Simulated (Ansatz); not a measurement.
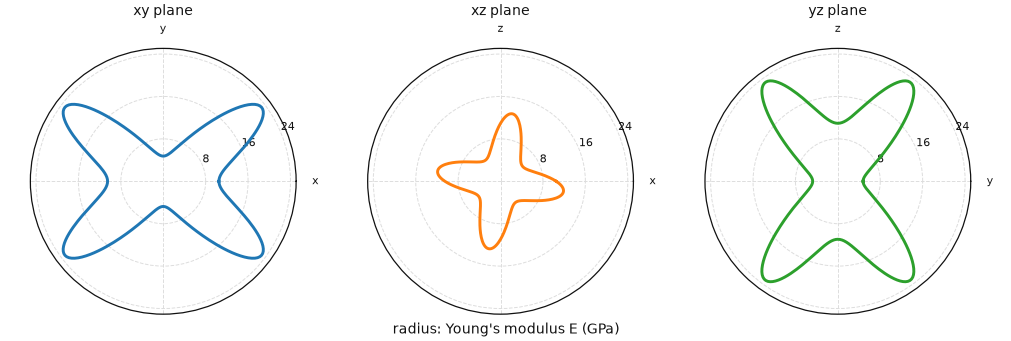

The plot gives the computed Young's modulus as a function of direction in the xy, xz and yz planes.

Method: elastic stress-strain coefficients at zero temperature from small strains of the given cell, Voigt order xx yy zz yz xz xy, Cartesian axes of the cell vectors; plane waves with PAW datasets, Γ-centred k mesh (Ansatz 0.2.0). Level: PBE, no spin polarisation.

For which of these solids was it computed?
A. Li, Fm-3m (No. 225), 20.3 Å³/atom, ions relaxed
B. LiCl, Fm-3m (No. 225), 17.1 Å³/atom, ions relaxed
C. LiF, Fm-3m (No. 225), 8.4 Å³/atom, ions relaxed
D. CaS, Fm-3m (No. 225), 23.3 Å³/atom, ions relaxed

Answer. A, Li: E along x, y, z: 10.5, 4.75, 10.9 GPa. The others give: LiCl, E along x, y, z: 38.7, 38.7, 38.7 GPa; CaS, E along x, y, z: 115, 115, 115 GPa; LiF, E along x, y, z: 80.5, 80.5, 80.5 GPa.

For Li, limits of the calculation: metal sensitive to the k mesh; structure snapped to symmetry.
